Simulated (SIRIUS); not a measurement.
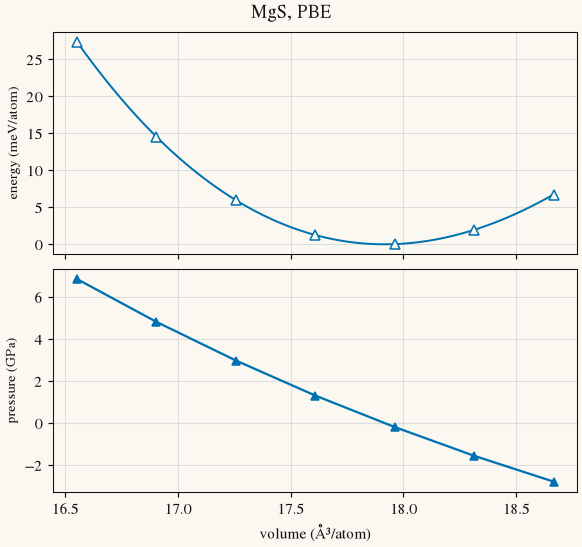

How it was computed, with SIRIUS 7.12.0: plane-wave DFT, no spin polarisation; energies at scaled volumes of the given cell, shape and fractions fixed, counted from the fit's minimum, third-order Birch-Murnaghan fit. Level: PBE.

k mesh 5×5×5; occupations Fermi–Dirac; smearing width 0.05 eV; potentials dojo sr pbe 0.4.1 standard; wave cutoff 1152 eV; density cutoff 4606 eV.

Cell as given: a = 3.679 Å, b = 3.679 Å, c = 3.679 Å, α = 60.00°, β = 60.00°, γ = 60.00°; 2 atoms.

Caption: Energy and pressure against volume for MgS, space group Fm-3m (No. 225).

A third-order Birch–Murnaghan fit gives V0 = 17.92 Å³/atom, B0 = 73.9 GPa and B′ = 4.1. The energy is 27.39 meV/atom at volume 16.55 Å³/atom and 6.73 meV/atom at 18.67 Å³/atom; the lowest computed point is at volume 17.96 Å³/atom (0.02 meV/atom). The pressure falls from 6.86 GPa at volume 16.55 Å³/atom to −2.79 GPa at 18.67 Å³/atom, and changes sign near 17.92 Å³/atom.
